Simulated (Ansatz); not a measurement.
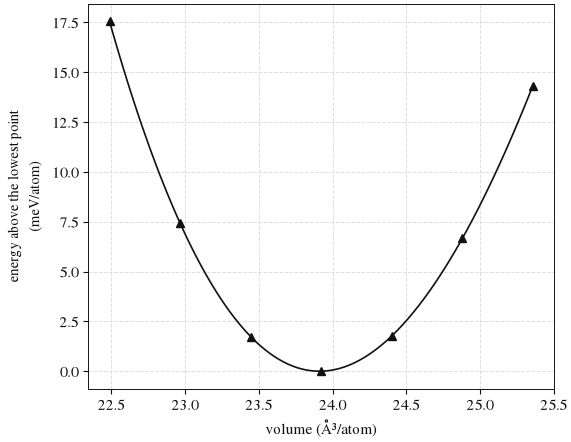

The plot gives the computed energy above the lowest point against volume for Ge, space group Fd-3m (No. 227) (one of a set of cubic test structures, which need not be the stable phase).

Calculation (Ansatz 0.2.0 development build): equation of state of a cubic crystal from periodic Kohn-Sham density functional theory without spin, third-order Birch-Murnaghan fit to the free energies; pressure corrected for the finite basis. Level: PBE.

- structure type: diamond
- atoms in cell: 2
- space group number: 227
- lattice centring: face-centred primitive
- k mesh: 33×33×33
- occupation method: Fermi–Dirac
- occupation width: 0.06123 eV
- wave cutoff: 420 eV
- datasets: soft-1 PAW
- density tolerance: 1e−07 eV
- bands: 18
- density cutoff ratio: 4
- search for lower states: default

From this curve and the settings, what does the calculation give for the pressure at the same points?

The pressure falls from 4.193 GPa at volume 22.49 Å³/atom to −2.996 GPa at 25.36 Å³/atom, and changes sign near 23.91 Å³/atom.

```
volume (Å³/atom)  pressure (GPa)
           22.49           4.193
           22.97           2.618
           23.44           1.218
           23.92          -0.030
           24.40          -1.135
           24.88          -2.121
           25.36          -2.996
```
